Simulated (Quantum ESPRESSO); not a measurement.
## P: band-structure run (part 1 of 2)

P (Cmce, 4 atoms in the cell), computed with Kohn-Sham DFT of a periodic cell, PBEsol, PseudoDojo 0.4.1 SR PBEsol standard, no spin polarisation (Quantum ESPRESSO 7.5).

The structure derives from a Materials Project entry.

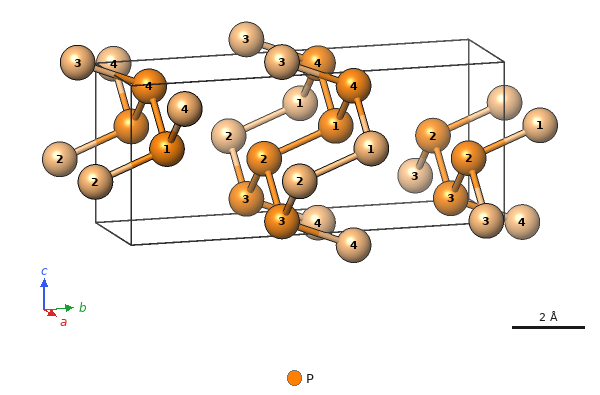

*The input geometry (ball-and-stick view of the cell 2 times as large as that of the calculation, set on its symmetry axes, seen slightly off an axis; neighbours outside the cell are drawn fainter; atoms are numbered from 1 in the order of the input).*

Near neighbours in the crystal (not all of them lie inside the picture): P has 3 P at 2.20 to 2.25 Å.

**Summary**

```json
{"quantity": "outcome", "value": "converged"}
{"quantity": "space group (tolerance 0.01 Å)", "value": "Cmce (64)"}
{"quantity": "electrons treated", "value": "20"}
{"quantity": "free energy", "value": "−753.2507 eV"}
{"quantity": "Fermi energy", "value": "6.810 eV"}
{"quantity": "gap on the k-point mesh", "value": "none (metallic)"}
{"quantity": "gap on the band path", "value": "0.01 eV"}
{"quantity": "pressure", "value": "−0.64 GPa"}
{"quantity": "largest force (length of the vector)", "value": "0.297 eV/Å"}
{"quantity": "hardware", "value": "1 thread of Intel Xeon @ 2.70GHz, 189 GiB of memory available, shared host"}
{"quantity": "wall time", "value": "2.9 min"}
{"quantity": "peak memory", "value": "0.11 GiB"}
```

**The input**
```
&CONTROL
  calculation = 'scf'
  prefix = 'pwscf'
  outdir = './tmp'
  pseudo_dir = './pseudo'
  tprnfor = .true.
  tstress = .true.
  disk_io = 'low'
/
&SYSTEM
  ibrav = 0
  A = 5.70803773
  nat = 4
  ntyp = 1
  ecutwfc = 44
  nbnd = 16
  occupations = 'smearing'
  smearing = 'fd'
  degauss = 0.00367493
/
&ELECTRONS
  conv_thr = 8d-10
  electron_maxstep = 120
  mixing_beta = 0.5
/
ATOMIC_SPECIES
P     30.9738 P.upf
CELL_PARAMETERS alat
   0.2886706784   -0.9574284515    0.0000000000
   0.2886706784    0.9574284515    0.0000000000
   0.0000000000    0.0000000000    0.7960065797
ATOMIC_POSITIONS alat
P      0.2886706784   -0.7738762623    0.4687007495
P      0.2886706784    0.7738762623    0.3273058301
P      0.2886706784   -0.1835521892    0.0706974597
P      0.2886706784    0.1835521892    0.7253091200
K_POINTS automatic
8 8 6 0 0 0
```

**File bands.in**
```
&CONTROL
  calculation = 'bands'
  prefix = 'pwscf'
  outdir = './tmp'
  pseudo_dir = './pseudo'
  disk_io = 'low'
  verbosity = 'high'
/
&SYSTEM
  ibrav = 0
  A = 5.70803773
  nat = 4
  ntyp = 1
  ecutwfc = 44
  nbnd = 16
  occupations = 'smearing'
  smearing = 'fd'
  degauss = 0.00367493
/
&ELECTRONS
  conv_thr = 1d-08
  electron_maxstep = 120
  mixing_beta = 0.5
  diago_full_acc = .true.
/
ATOMIC_SPECIES
P     30.9738 P.upf
CELL_PARAMETERS alat
   0.2886706784   -0.9574284515    0.0000000000
   0.2886706784    0.9574284515    0.0000000000
   0.0000000000    0.0000000000    0.7960065797
ATOMIC_POSITIONS alat
P      0.2886706784   -0.7738762623    0.4687007495
P      0.2886706784    0.7738762623    0.3273058301
P      0.2886706784   -0.1835521892    0.0706974597
P      0.2886706784    0.1835521892    0.7253091200
K_POINTS crystal
60
 0.0000000000  0.0000000000  0.0000000000 1
 0.0454544179  0.0454544179  0.0000000000 1
 0.0909088358  0.0909088358  0.0000000000 1
 0.1363632536  0.1363632536  0.0000000000 1
 0.1818176715  0.1818176715  0.0000000000 1
 0.2272720894  0.2272720894  0.0000000000 1
 0.2727265073  0.2727265073  0.0000000000 1
 0.0000000000  0.5000000000  0.0000000000 1
 0.0000000000  0.5000000000  0.1250000000 1
 0.0000000000  0.5000000000  0.2500000000 1
 0.0000000000  0.5000000000  0.3750000000 1
 0.0000000000  0.5000000000  0.5000000000 1
 0.2727265073  0.2727265073  0.5000000000 1
 0.2337655777  0.2337655777  0.5000000000 1
 0.1948046481  0.1948046481  0.5000000000 1
 0.1558437184  0.1558437184  0.5000000000 1
 0.1168827888  0.1168827888  0.5000000000 1
 0.0779218592  0.0779218592  0.5000000000 1
 0.0389609296  0.0389609296  0.5000000000 1
 0.0000000000  0.0000000000  0.5000000000 1
 0.0000000000  0.0000000000  0.4000000000 1
 0.0000000000  0.0000000000  0.3000000000 1
 0.0000000000  0.0000000000  0.2000000000 1
 0.0000000000  0.0000000000  0.1000000000 1
 0.0000000000  0.0000000000  0.0000000000 1
-0.1250000000  0.1250000000  0.0000000000 1
-0.2500000000  0.2500000000  0.0000000000 1
-0.3750000000  0.3750000000  0.0000000000 1
-0.5000000000  0.5000000000  0.0000000000 1
-0.4675323582  0.5324676418  0.0000000000 1
-0.4350647164  0.5649352836  0.0000000000 1
-0.4025970745  0.5974029255  0.0000000000 1
-0.3701294327  0.6298705673  0.0000000000 1
-0.3376617909  0.6623382091  0.0000000000 1
-0.3051941491  0.6948058509  0.0000000000 1
-0.2727265073  0.7272734927  0.0000000000 1
-0.2727265073  0.7272734927  0.1000000000 1
-0.2727265073  0.7272734927  0.2000000000 1
-0.2727265073  0.7272734927  0.3000000000 1
-0.2727265073  0.7272734927  0.4000000000 1
-0.2727265073  0.7272734927  0.5000000000 1
-0.3051941491  0.6948058509  0.5000000000 1
-0.3376617909  0.6623382091  0.5000000000 1
-0.3701294327  0.6298705673  0.5000000000 1
-0.4025970745  0.5974029255  0.5000000000 1
-0.4350647164  0.5649352836  0.5000000000 1
-0.4675323582  0.5324676418  0.5000000000 1
-0.5000000000  0.5000000000  0.5000000000 1
-0.5000000000  0.5000000000  0.4166666667 1
-0.5000000000  0.5000000000  0.3333333333 1
-0.5000000000  0.5000000000  0.2500000000 1
-0.5000000000  0.5000000000  0.1666666667 1
-0.5000000000  0.5000000000  0.0833333333 1
-0.5000000000  0.5000000000  0.0000000000 1
 0.0000000000  0.0000000000  0.5000000000 1
-0.1000000000  0.1000000000  0.5000000000 1
-0.2000000000  0.2000000000  0.5000000000 1
-0.3000000000  0.3000000000  0.5000000000 1
-0.4000000000  0.4000000000  0.5000000000 1
-0.5000000000  0.5000000000  0.5000000000 1
```

Launch command:
```bash
OMP_NUM_THREADS=1 pw.x -in pw.in > pw.out
OMP_NUM_THREADS=1 pw.x -in bands.in > bands.out
```

**The program's output**
```
This program is part of the open-source Quantum ESPRESSO suite
     for quantum simulation of materials; please cite
         "P. Giannozzi et al., J. Phys.:Condens. Matter 21 395502 (2009);
         "P. Giannozzi et al., J. Phys.:Condens. Matter 29 465901 (2017);
         "P. Giannozzi et al., J. Chem. Phys. 152 154105 (2020);
          URL
     in publications or presentations arising from this work. More details at

     Message from routine setup:
     using ibrav=0 with symmetry is DISCOURAGED, use correct ibrav instead

     G-vector sticks info
     --------------------
     sticks:   dense  smooth     PW     G-vecs:    dense   smooth      PW
     Sum         899     899    307                21763    21763    4263

     Using Slab Decomposition

     bravais-lattice index     =            0
     lattice parameter (alat)  =      10.7866  a.u.
     unit-cell volume          =     552.2208 (a.u.)^3
     number of atoms/cell      =            4
     number of atomic types    =            1
     number of electrons       =        20.00
     number of Kohn-Sham states=           16
     kinetic-energy cutoff     =      44.0000  Ry
     charge density cutoff     =     176.0000  Ry
     scf convergence threshold =      8.0E-10
     mixing beta               =       0.5000
     number of iterations used =            8  plain     mixing
     Exchange-correlation= PBESOL
                           (   1   4  10   8   0   0   0)

     celldm(1)=  10.786628  celldm(2)=   0.000000  celldm(3)=   0.000000
     celldm(4)=   0.000000  celldm(5)=   0.000000  celldm(6)=   0.000000

     crystal axes: (cart. coord. in units of alat)
               a(1) = (   0.288671  -0.957428   0.000000 )
               a(2) = (   0.288671   0.957428   0.000000 )
               a(3) = (   0.000000   0.000000   0.796007 )

     reciprocal axes: (cart. coord. in units 2 pi/alat)
               b(1) = (  1.732078 -0.522232  0.000000 )
               b(2) = (  1.732078  0.522232 -0.000000 )
               b(3) = ( -0.000000  0.000000  1.256271 )

     PseudoPot. # 1 for P  read from file:
     P.upf
     Pseudo is Norm-conserving + core correction, Zval =  5.0
     Generated using ONCVPSP code by D. R. Hamann
     Using radial grid of 1298 points,  6 beta functions with:
                l(1) =   0
                l(2) =   0
                l(3) =   1
                l(4) =   1
                l(5) =   2
                l(6) =   2

     atomic species   valence    mass     pseudopotential
     P                 5.00    30.97380     P ( 1.00)

      8 Sym. Ops., with inversion, found ( 4 have fractional translation)

   Cartesian axes

     site n.     atom                  positions (alat units)
         1        P      tau(   1) = (   0.2886707  -0.7738763   0.4687007  )
         2        P      tau(   2) = (   0.2886707   0.7738763   0.3273058  )
         3        P      tau(   3) = (   0.2886707  -0.1835522   0.0706975  )
         4        P      tau(   4) = (   0.2886707   0.1835522   0.7253091  )

     number of k points=    84  Fermi-Dirac smearing, width (Ry)=  0.0037
                       cart. coord. in units 2pi/alat
        k(    1) = (   0.0000000   0.0000000   0.0000000), wk =   0.0052083
        k(    2) = (   0.0000000   0.0000000   0.2093785), wk =   0.0104167
        k(    3) = (   0.0000000   0.0000000   0.4187570), wk =   0.0104167
        k(    4) = (   0.0000000   0.0000000  -0.6281355), wk =   0.0052083
        k(    5) = (   0.2165097   0.0652790   0.0000000), wk =   0.0208333
        k(    6) = (   0.2165097   0.0652790   0.2093785), wk =   0.0416667
        k(    7) = (   0.2165097   0.0652790   0.4187570), wk =   0.0416667
        k(    8) = (   0.2165097   0.0652790  -0.6281355), wk =   0.0208333
        k(    9) = (   0.4330194   0.1305581   0.0000000), wk =   0.0208333
        k(   10) = (   0.4330194   0.1305581   0.2093785), wk =   0.0416667
        k(   11) = (   0.4330194   0.1305581   0.4187570), wk =   0.0416667
        k(   12) = (   0.4330194   0.1305581  -0.6281355), wk =   0.0208333
        k(   13) = (   0.6495291   0.1958371   0.0000000), wk =   0.0208333
        k(   14) = (   0.6495291   0.1958371   0.2093785), wk =   0.0416667
        k(   15) = (   0.6495291   0.1958371   0.4187570), wk =   0.0416667
        k(   16) = (   0.6495291   0.1958371  -0.6281355), wk =   0.0208333
        k(   17) = (  -0.8660388  -0.2611161   0.0000000), wk =   0.0104167
        k(   18) = (  -0.8660388  -0.2611161   0.2093785), wk =   0.0208333
        k(   19) = (  -0.8660388  -0.2611161   0.4187570), wk =   0.0208333
        k(   20) = (  -0.8660388  -0.2611161  -0.6281355), wk =   0.0104167
        k(   21) = (   0.4330194   0.0000000   0.0000000), wk =   0.0104167
        k(   22) = (   0.4330194   0.0000000   0.2093785), wk =   0.0208333
        k(   23) = (   0.4330194   0.0000000   0.4187570), wk =   0.0208333
        k(   24) = (   0.4330194   0.0000000  -0.6281355), wk =   0.0104167
        k(   25) = (   0.6495291   0.0652790   0.0000000), wk =   0.0208333
        k(   26) = (   0.6495291   0.0652790   0.2093785), wk =   0.0416667
        k(   27) = (   0.6495291   0.0652790   0.4187570), wk =   0.0416667
        k(   28) = (   0.6495291   0.0652790  -0.6281355), wk =   0.0208333
        k(   29) = (   0.8660388   0.1305581   0.0000000), wk =   0.0208333
        k(   30) = (   0.8660388   0.1305581   0.2093785), wk =   0.0416667
        k(   31) = (   0.8660388   0.1305581   0.4187570), wk =   0.0416667
        k(   32) = (   0.8660388   0.1305581  -0.6281355), wk =   0.0208333
        k(   33) = (  -0.6495291  -0.3263951   0.0000000), wk =   0.0208333
        k(   34) = (  -0.6495291  -0.3263951   0.2093785), wk =   0.0416667
        k(   35) = (  -0.6495291  -0.3263951   0.4187570), wk =   0.0416667
        k(   36) = (  -0.6495291  -0.3263951  -0.6281355), wk =   0.0208333
        k(   37) = (  -0.4330194  -0.2611161   0.0000000), wk =   0.0208333
        k(   38) = (  -0.4330194  -0.2611161   0.2093785), wk =   0.0416667
        k(   39) = (  -0.4330194  -0.2611161   0.4187570), wk =   0.0416667
        k(   40) = (  -0.4330194  -0.2611161  -0.6281355), wk =   0.0208333
        k(   41) = (  -0.2165097  -0.1958371   0.0000000), wk =   0.0208333
        k(   42) = (  -0.2165097  -0.1958371   0.2093785), wk =   0.0416667
        k(   43) = (  -0.2165097  -0.1958371   0.4187570), wk =   0.0416667
        k(   44) = (  -0.2165097  -0.1958371  -0.6281355), wk =   0.0208333
        k(   45) = (   0.0000000  -0.1305581   0.0000000), wk =   0.0104167
        k(   46) = (   0.0000000  -0.1305581   0.2093785), wk =   0.0208333
        k(   47) = (   0.0000000  -0.1305581   0.4187570), wk =   0.0208333
        k(   48) = (   0.0000000  -0.1305581  -0.6281355), wk =   0.0104167
        k(   49) = (   0.8660388   0.0000000   0.0000000), wk =   0.0104167
        k(   50) = (   0.8660388   0.0000000   0.2093785), wk =   0.0208333
        k(   51) = (   0.8660388   0.0000000   0.4187570), wk =   0.0208333
        k(   52) = (   0.8660388   0.0000000  -0.6281355), wk =   0.0104167
        k(   53) = (   1.0825485   0.0652790   0.0000000), wk =   0.0208333
        k(   54) = (   1.0825485   0.0652790   0.2093785), wk =   0.0416667
        k(   55) = (   1.0825485   0.0652790   0.4187570), wk =   0.0416667
        k(   56) = (   1.0825485   0.0652790  -0.6281355), wk =   0.0208333
        k(   57) = (  -0.4330194  -0.3916742   0.0000000), wk =   0.0208333
        k(   58) = (  -0.4330194  -0.3916742   0.2093785), wk =   0.0416667
        k(   59) = (  -0.4330194  -0.3916742   0.4187570), wk =   0.0416667
        k(   60) = (  -0.4330194  -0.3916742  -0.6281355), wk =   0.0208333
        k(   61) = (  -0.2165097  -0.3263951   0.0000000), wk =   0.0208333
        k(   62) = (  -0.2165097  -0.3263951   0.2093785), wk =   0.0416667
        k(   63) = (  -0.2165097  -0.3263951   0.4187570), wk =   0.0416667
        k(   64) = (  -0.2165097  -0.3263951  -0.6281355), wk =   0.0208333
        k(   65) = (   0.0000000  -0.2611161   0.0000000), wk =   0.0104167
        k(   66) = (   0.0000000  -0.2611161   0.2093785), wk =   0.0208333
        k(   67) = (   0.0000000  -0.2611161   0.4187570), wk =   0.0208333
        k(   68) = (   0.0000000  -0.2611161  -0.6281355), wk =   0.0104167
        k(   69) = (   1.2990582   0.0000000   0.0000000), wk =   0.0104167
        k(   70) = (   1.2990582   0.0000000   0.2093785), wk =   0.0208333
        k(   71) = (   1.2990582   0.0000000   0.4187570), wk =   0.0208333
        k(   72) = (   1.2990582   0.0000000  -0.6281355), wk =   0.0104167
        k(   73) = (  -0.2165097  -0.4569532   0.0000000), wk =   0.0208333
        k(   74) = (  -0.2165097  -0.4569532   0.2093785), wk =   0.0416667
        k(   75) = (  -0.2165097  -0.4569532   0.4187570), wk =   0.0416667
        k(   76) = (  -0.2165097  -0.4569532  -0.6281355), wk =   0.0208333
        k(   77) = (   0.0000000  -0.3916742   0.0000000), wk =   0.0104167
        k(   78) = (   0.0000000  -0.3916742   0.2093785), wk =   0.0208333
        k(   79) = (   0.0000000  -0.3916742   0.4187570), wk =   0.0208333
        k(   80) = (   0.0000000  -0.3916742  -0.6281355), wk =   0.0104167
        k(   81) = (  -1.7320775   0.0000000   0.0000000), wk =   0.0052083
        k(   82) = (  -1.7320775   0.0000000   0.2093785), wk =   0.0104167
        k(   83) = (  -1.7320775   0.0000000   0.4187570), wk =   0.0104167
        k(   84) = (  -1.7320775   0.0000000  -0.6281355), wk =   0.0052083

     Dense  grid:    21763 G-vectors     FFT dimensions: (  48,  48,  40)

     Initial potential from superposition of free atoms

     starting charge      19.9995, renormalised to      20.0000
     Starting wfcs are   16 randomized atomic wfcs

     Self-consistent Calculation

     iteration #  1     ecut=    44.00 Ry     beta= 0.50
     Davidson diagonalization with overlap
     ethr =  1.00E-02,  avg # of iterations =  4.3

     Threshold (ethr) on eigenvalues was too large:
     Diagonalizing with lowered threshold

     Davidson diagonalization with overlap
     ethr =  2.65E-04,  avg # of iterations =  4.8

     total energy              =     -55.36335939 Ry
     estimated scf accuracy    <       0.05740326 Ry

     iteration #  2     ecut=    44.00 Ry     beta= 0.50
     Davidson diagonalization with overlap
     ethr =  2.87E-04,  avg # of iterations =  1.0

     total energy              =     -55.36234139 Ry
     estimated scf accuracy    <       0.01032340 Ry

     iteration #  3     ecut=    44.00 Ry     beta= 0.50
     Davidson diagonalization with overlap
     ethr =  5.16E-05,  avg # of iterations =  2.5

     total energy              =     -55.36281874 Ry
     estimated scf accuracy    <       0.00016679 Ry

     iteration #  4     ecut=    44.00 Ry     beta= 0.50
     Davidson diagonalization with overlap
     c_bands:  1 eigenvalues not converged
     ethr =  8.34E-07,  avg # of iterations =  7.2

     total energy              =     -55.36290103 Ry
     estimated scf accuracy    <       0.00001530 Ry

     iteration #  5     ecut=    44.00 Ry     beta= 0.50
     Davidson diagonalization with overlap
     ethr =  7.65E-08,  avg # of iterations =  2.1

     total energy              =     -55.36290283 Ry
     estimated scf accuracy    <       0.00000221 Ry

     iteration #  6     ecut=    44.00 Ry     beta= 0.50
     Davidson diagonalization with overlap
     ethr =  1.10E-08,  avg # of iterations =  2.2

     total energy              =     -55.36290331 Ry
     estimated scf accuracy    <       0.00000033 Ry

     iteration #  7     ecut=    44.00 Ry     beta= 0.50
     Davidson diagonalization with overlap
     ethr =  1.63E-09,  avg # of iterations =  2.0

     total energy              =     -55.36290335 Ry
     estimated scf accuracy    <       0.00000002 Ry

     iteration #  8     ecut=    44.00 Ry     beta= 0.50
     Davidson diagonalization with overlap
     ethr =  8.40E-11,  avg # of iterations =  3.7

     total energy              =     -55.36290335 Ry
     estimated scf accuracy    <       0.00000001 Ry

     iteration #  9     ecut=    44.00 Ry     beta= 0.50
     Davidson diagonalization with overlap
     ethr =  5.20E-11,  avg # of iterations =  2.0

     End of self-consistent calculation

          k = 0.0000 0.0000 0.0000 (  2733 PWs)   bands (ev):

    -9.0752  -6.3127  -3.0276  -0.0462   1.8364   1.8526   2.6858   3.9494
     4.1901   5.5576   7.2771   7.6845   8.5847   9.5623  12.1384  12.9418

          k = 0.0000 0.0000 0.2094 (  2728 PWs)   bands (ev):

    -8.9327  -6.5453  -3.0094  -0.3100   1.4984   2.3949   2.7898   4.1124
     4.6574   4.7803   7.7171   8.3603   8.3792   9.4160  11.4281  12.1368

          k = 0.0000 0.0000 0.4188 (  2730 PWs)   bands (ev):

    -8.5196  -7.1539  -2.7417  -1.1653   1.6311   3.0793   3.3804   3.7104
     3.8652   5.7199   7.9321   8.0675   9.3145   9.8674  10.3861  11.7412

          k = 0.0000 0.0000-0.6281 (  2758 PWs)   bands (ev):

    -7.8870  -7.8870  -2.0914  -2.0914   2.3371   2.3371   3.4800   3.4800
     5.1069   5.1069   8.1237   8.1237   9.6268   9.6268  11.3097  11.3097

          k = 0.2165 0.0653 0.0000 (  2736 PWs)   bands (ev):

    -8.8827  -6.1304  -3.1107   0.1246   1.4664   1.7590   1.9844   3.4541
     4.0429   5.6691   7.4743   8.6723   9.0963   9.9405  11.1276  11.3768

          k = 0.2165 0.0653 0.2094 (  2737 PWs)   bands (ev):

    -8.7413  -6.3663  -3.0498  -0.2138   1.4052   1.5874   2.7889   3.1154
     4.7390   4.8169   8.3207   8.6755   9.1643   9.8263  10.3728  11.7554

          k = 0.2165 0.0653 0.4188 (  2724 PWs)   bands (ev):

    -8.3315  -6.9758  -2.7247  -1.1173   1.6992   1.8261   2.7015   3.5729
     4.1017   5.3149   8.9286   9.1036   9.3981   9.6993  10.0909  11.7544

          k = 0.2165 0.0653-0.6281 (  2728 PWs)   bands (ev):

    -7.7041  -7.7041  -2.0492  -2.0492   2.1872   2.1872   2.5412   2.5412
     5.1244   5.1244   8.7925   8.7925   9.9355   9.9355  11.1334  11.1334

          k = 0.4330 0.1306 0.0000 (  2728 PWs)   bands (ev):

    -8.3118  -5.5839  -3.6157  -0.0355   0.5988   0.7215   2.3909   3.2016
     4.1776   5.5884   7.2883   8.1727   9.2058   9.5078  10.6071  11.7236

          k = 0.4330 0.1306 0.2094 (  2726 PWs)   bands (ev):

    -8.1744  -5.8435  -3.4218  -0.4757   0.4583   0.9029   2.6441   3.1226
     4.2920   5.0624   7.7744   8.4834   8.8756   9.9066  11.4829  11.8342

          k = 0.4330 0.1306 0.4188 (  2731 PWs)   bands (ev):

    -7.7770  -6.4611  -2.9096  -1.2903   0.3753   1.0382   2.3985   3.6823
     4.2618   4.4298   8.1704   9.0515   9.6473  10.8249  11.4182  12.2703

          k = 0.4330 0.1306-0.6281 (  2716 PWs)   bands (ev):
```
